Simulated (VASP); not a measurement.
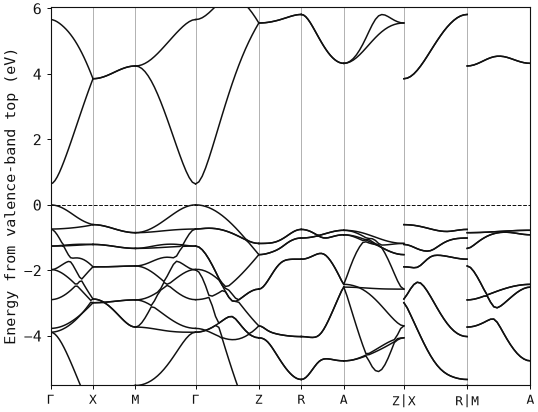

Band structure. Energies are counted from the top of the valence band.

Q: What lattice type does the k path imply?

A: A primitive tetragonal lattice: the path Γ–X–M–Γ–Z–R–A–Z|X–R|M–A runs through the special points of its Brillouin zone.

Structure: rutile-type SnO₂, space group P4_2/mnm, 6 atoms in the cell; a = 4.830 Å, c = 3.242 Å (tetragonal axes).

Method: PBE, VASP PAW PBE potentials, release 64 (Sn_d, O), no spin polarisation, no spin-orbit coupling, 8×8×10 k mesh, 600 eV cutoff (VASP 6.6.1).

Q: What does the band structure say about the gap?

A: The bands leave a gap. The gap along this path is 0.64 eV and direct: both edges lie at Γ.

Q: How much do the top valence band and the lowest conduction band disperse along the path?

A: The top valence band spans 1.2 eV and the lowest conduction band 5.2 eV.

Q: How many bands meet at the valence-band top?

A: The top valence level at Γ is a single band, not degenerate (spin aside).

Q: What are the direct gaps at R, M and Z?

A: The direct gaps are 6.57 eV at R, 5.09 eV at M and 6.74 eV at Z.

LDA, GGA and most meta-GGA functionals understate gaps. The cell was derived from a database entry in an earlier step, so it needn't be the measured one.
